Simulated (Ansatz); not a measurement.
## Geometry relaxation, with input and output: SnO2 (part 2 of 2)

SnO2 (I4₁/amd, 6 atoms in the cell); DFT LDA, scalar-relativistic, plane waves, PAW, no spin polarisation (Ansatz 0.2.0); cutoff 420 eV, 10×10×10 k-mesh, Gaussian smearing of 0.02 eV. The structure derives from a Materials Project entry. It belongs to a series of runs on one base structure; here: volume × 1.10, shape and atoms relaxed.

Geometry of the input (Å; fractional positions):
```
-2.0458  2.0458  5.2771
2.0458  -2.0458  5.2771
2.0458  2.0458  -5.2771
Sn 0.7500  0.2500  0.5000
Sn 0.0000  0.0000  0.0000
O  0.7998  0.7998  0.0000
O  0.9502  0.4502  0.5000
O  0.2002  0.2002  -0.0000
O  0.5498  0.0498  0.5000
```

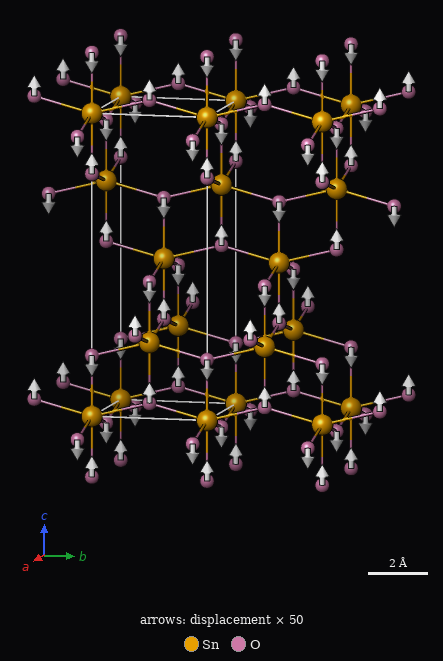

Figure 1. The starting structure with the displacements as white arrows, magnified 50 times (ball-and-stick view of the cell 2 times as large as that of the calculation, set on its symmetry axes, repeated 1 × 2 × 1, with bonded neighbours outside it, seen slightly off an axis). Over 3 geometry steps the energy falls by 6.8 meV per cell of the calculation. The largest force component goes from 0.21 to 0.00027 eV/Å. The pressure goes from −13.22 to −12.56 GPa. The largest moves relative to the cell, 0.015 Å, are those of O3, O4, O5 and O6. Sn stays in place. The drawn cell changes at constant volume: a = b 4.092 → 4.093 Å (0.0 %), c 10.554 → 10.547 Å (−0.1 %). Among the contacts that change: Sn1–O4 2.113 → 2.096 Å, Sn1–O3 2.112 → 2.117 Å. The space group stays I4_1/amd (No. 141). A last SCF at the same geometry on a re-selected plane-wave basis shifts the energy by next to nothing (0.0 meV per cell of the calculation). (Atoms are counted from 1 in the order of the input.)

```
basis re-selected at this cell: Δ(F+E_penalty+E_count) = -4.036e-5 eV, ΔP = +0.001 GPa vs the last step (what re-selecting the basis moved, of the pressure what is left beyond the Pulay correction that the steps carried, after the strain that the cell walked since its last selection, with what the two solves' SCF thresholds leave and, on support functions, any second-order correction that the steps lacked; it is no measure of the basis error at this ecutwfc). This SCF's stress stands 3.86e-2 GPa from its target on what of the cell is left free (relax.cell.stress_tol is 1.00e-1 GPa) and its largest allowed force component is 2.73e-4 eV/Å (relax.f_tol is 1.00e-2 eV/Å): within both
SCF converged after 5 iterations
Free energy (F): -13979.475185 eV
Harris-Foulkes:  -13979.475185 eV  (|F-HF|=8.37e-11)
Internal energy: -13979.475185 eV  (E = F + TS)
E sigma→0 (E₀):  -13979.475185 eV
Fermi energy:    6.104760 eV
--- Per-component energies (eV) ---
  E_band       = -285.178042
  E_kinetic    = 1069.834180
  E_local      = -3739.438878  (includes V_loc(G=0)·N_el)
  E_nonlocal   = 149.383299
  E_hartree    = 1842.475782
  E_xc         = -1038.624691
  E_vxc        = -559.989233  (∫ρ·V_xc dr)
  E_paw        = -8599.066228  (= ΣΔE_a)
  E_vpaw       = -889.928645  (= ΣTr[D̂ρ^β])
  E_aug_tail   = 0.009832  (compensation charges beyond the density's cutoff)
  E_ewald      = -3665.285963
  E_core_change = 1.237482  (= ΣΔE_core)
  E_smearing   = -0.000000  (= −TS)
  E_closure    = 0.000000  (closes the sum)
  Σ components = -13979.475185   (vs F -13979.475185, Δ=0.00e0)
--- Forces (eV/Å), atoms counted from 1 ---
  atom   1  Sn     0.00000000    -0.00000000     0.00000000
  atom   2  Sn     0.00000000     0.00000000     0.00000000
  atom   3  O      0.00000000     0.00000000     0.00027295
  atom   4  O     -0.00000000     0.00000000    -0.00027295
  atom   5  O      0.00000000    -0.00000000    -0.00027295
  atom   6  O      0.00000000    -0.00000000     0.00027295
  max |Σ_I F_I| component: 9.11e-18 eV/Å
--- Stress (GPa, compression-positive) ---
      -12.541087       0.000000       0.000000
        0.000000     -12.541087      -0.000000
        0.000000       0.000000     -12.599057
  P = ⅓ Tr σ = -12.5604 GPa (-125.604 kbar)
--- Band table (eV; the first three rows and the last of 102) ---
  k-point 0: bands = ["-14.5501", "-14.4922", "-14.3925", "-14.0542", "-13.9420", "-13.9420", "-13.8404", "-13.8156", "-13.8156", "-13.8076", "-12.1046", "-9.9846", "-9.0763", "-8.9756", "0.3681", "1.1251", "1.1251", "1.8817", "2.5656", "2.5656", "3.9463", "4.4966", "5.0606", "5.0606", "5.3963", "5.3963", "6.5628", "10.6754", "14.3874", "14.7801", "14.8101", "16.3405"]
  k-point 1: bands = ["-14.5383", "-14.4595", "-14.3615", "-14.0719", "-13.9437", "-13.9357", "-13.8414", "-13.8241", "-13.8195", "-13.8053", "-12.0002", "-10.0402", "-9.1055", "-9.0985", "-0.3784", "1.3477", "1.5796", "1.9403", "2.0185", "3.1071", "4.2010", "4.3849", "4.6607", "5.0791", "5.2639", "5.4401", "7.2762", "10.7092", "14.5267", "14.8277", "14.8510", "15.7614"]
  k-point 2: bands = ["-14.5057", "-14.3689", "-14.2751", "-14.1219", "-13.9492", "-13.9184", "-13.8435", "-13.8353", "-13.8304", "-13.8055", "-11.7057", "-10.1862", "-9.4410", "-9.1831", "-1.2154", "0.9928", "1.3587", "1.9397", "2.9775", "3.9641", "3.9791", "4.0922", "4.7313", "4.9146", "5.1248", "5.5358", "8.5435", "10.8560", "14.6222", "14.6456", "14.7210", "15.1176"]
  k-point 101: bands = ["-14.6724", "-14.6724", "-14.0267", "-14.0267", "-13.9749", "-13.9749", "-13.8240", "-13.8240", "-13.7803", "-13.7803", "-11.4260", "-11.4260", "-8.7006", "-8.7006", "0.7934", "0.7934", "1.8058", "1.8058", "2.9914", "2.9914", "3.2416", "3.2416", "4.6757", "4.6757", "5.4806", "5.4806", "9.3275", "9.3275", "12.8012", "12.8012", "16.5133", "16.5133"]
--- Relaxed structure (4 steps of the walk, 4 accepted, 1 SCFs on fresh bases) ---
  F+E_penalty+E_count = -13979.47518485 eV   max|allowed force component| = 2.730e-4 eV/Å   (the final SCF, on the basis selected at the relaxed cell)
  cell:  # Å, volume = 88.3472 Å³
    - [-2.0465541247968515, 2.0465541247968515, 5.273345645672231]
    - [2.0465541247968515, -2.0465541247968515, 5.273345645672231]
    - [2.0465541247968515, 2.0465541247968515, -5.273345645672231]
  atoms:
    - { symbol: Sn, position: [0.75, 0.25, 0.5] }
    - { symbol: Sn, position: [6.848515136991321e-21, 6.848515136991321e-21, 3.370869228766567e-36] }
    - { symbol: O, position: [0.8012241299391405, 0.8012241299391405, -8.908150174700598e-35] }
    - { symbol: O, position: [0.9487758700608594, 0.4487758700608594, 0.5] }
    - { symbol: O, position: [0.19877587006085926, 0.19877587006085926, -7.400245015317239e-35] }
    - { symbol: O, position: [0.5512241299391406, 0.05122412993914068, 0.5] }
```

**Trajectory as extended XYZ (Å, eV, eV/Å), 5 frames, from step=1 to step=5**
```
6
Lattice="-2.0458 2.0458 5.2771 2.0458 -2.0458 5.2771 2.0458 2.0458 -5.2771" Properties=species:S:1:pos:R:3:forces:R:3 step=1 energy=-13979.46839 pressure_GPa=-13.22
Sn    0.0000    2.0458    2.6385    0.0000   0.0000   0.0000
Sn    0.0000    0.0000    0.0000    0.0000   0.0000   0.0000
O     0.0000    0.0000    8.4410    0.0000   0.0000   0.2099
O     0.0000    2.0458    4.7517    0.0000   0.0000  -0.2099
O     0.0000    0.0000    2.1131    0.0000   0.0000  -0.2099
O     0.0000    2.0458    0.5254    0.0000   0.0000   0.2099
6
Lattice="-2.0412 2.0412 5.3008 2.0412 -2.0412 5.3008 2.0412 2.0412 -5.3008" Properties=species:S:1:pos:R:3:forces:R:3 step=2 energy=-13979.47400 pressure_GPa=-12.63
Sn    0.0000    2.0412    2.6504    0.0000   0.0000   0.0000
Sn    0.0000    0.0000    0.0000    0.0000   0.0000   0.0000
O     0.0000    0.0000    8.4981    0.0000   0.0000   0.0096
O     0.0000    2.0412    4.7539    0.0000   0.0000  -0.0096
O     0.0000    0.0000    2.1035    0.0000   0.0000  -0.0096
O     0.0000    2.0412    0.5469    0.0000   0.0000   0.0096
6
Lattice="-2.0440 2.0440 5.2865 2.0440 -2.0440 5.2865 2.0440 2.0440 -5.2865" Properties=species:S:1:pos:R:3:forces:R:3 step=3 energy=-13979.47485 pressure_GPa=-12.63
Sn    0.0000    2.0440    2.6433    0.0000   0.0000   0.0000
Sn    0.0000    0.0000    0.0000    0.0000   0.0000   0.0000
O     0.0000    0.0000    8.4724    0.0000   0.0000   0.0164
O     0.0000    2.0440    4.7439    0.0000   0.0000  -0.0164
O     0.0000    0.0000    2.1007    0.0000   0.0000  -0.0164
O     0.0000    2.0440    0.5426    0.0000   0.0000   0.0164
6
Lattice="-2.0466 2.0466 5.2733 2.0466 -2.0466 5.2733 2.0466 2.0466 -5.2733" Properties=species:S:1:pos:R:3:forces:R:3 step=4 energy=-13979.47514 pressure_GPa=-12.56
Sn    0.0000    2.0466    2.6367    0.0000   0.0000   0.0000
Sn    0.0000    0.0000    0.0000    0.0000   0.0000   0.0000
O     0.0000    0.0000    8.4503    0.0000   0.0000   0.0002
O     0.0000    2.0466    4.7331    0.0000   0.0000  -0.0002
O     0.0000    0.0000    2.0964    0.0000   0.0000  -0.0002
O     0.0000    2.0466    0.5402    0.0000   0.0000   0.0002
6
Lattice="-2.0466 2.0466 5.2733 2.0466 -2.0466 5.2733 2.0466 2.0466 -5.2733" Properties=species:S:1:pos:R:3:forces:R:3 step=5 energy=-13979.47518 pressure_GPa=-12.56
Sn    0.0000    2.0466    2.6367    0.0000   0.0000   0.0000
Sn    0.0000    0.0000    0.0000    0.0000   0.0000   0.0000
O     0.0000    0.0000    8.4503    0.0000   0.0000   0.0003
O     0.0000    2.0466    4.7331    0.0000   0.0000  -0.0003
O     0.0000    0.0000    2.0964    0.0000   0.0000  -0.0003
O     0.0000    2.0466    0.5402    0.0000   0.0000   0.0003
```

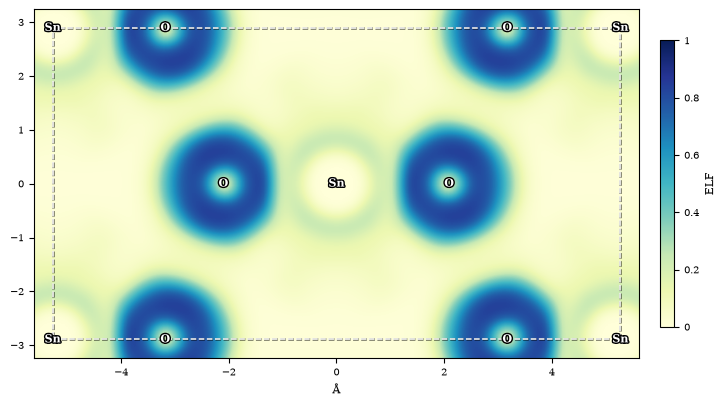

Figure 2. Electron localisation function on the (110) plane of the conventional cell. Atoms in the plane: Sn and O. Sn–O (2.10 Å): the ELF is about 0.25 at the midpoint. In a PAW calculation such maps are meaningful between the atoms, not at the nuclei.

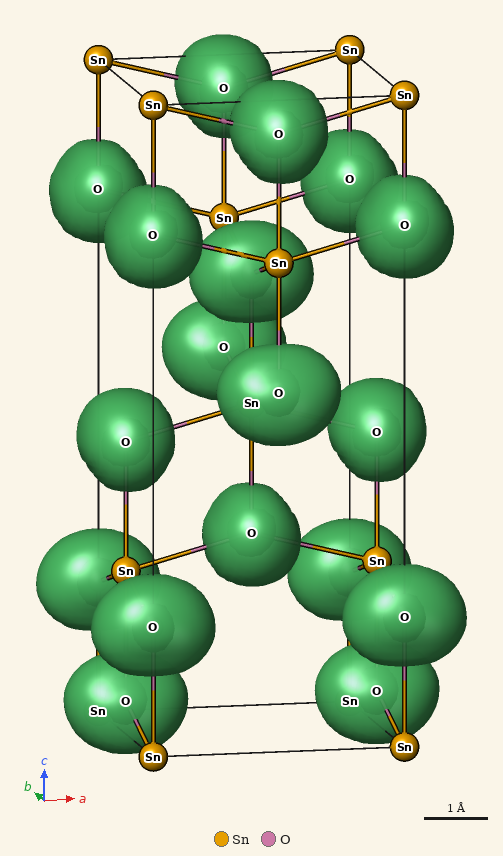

Figure 3. Isosurface of the electron localisation function at 0.7 (green), seen slightly off an axis. Only the valence region is drawn (cores and ρ < 0.01 e/Å³ removed). Sticks mark near contacts. The outline is the cell set on symmetry axes. Values along the shortest contacts: Sn–O (2.10 Å): the ELF is about 0.25 at the midpoint.
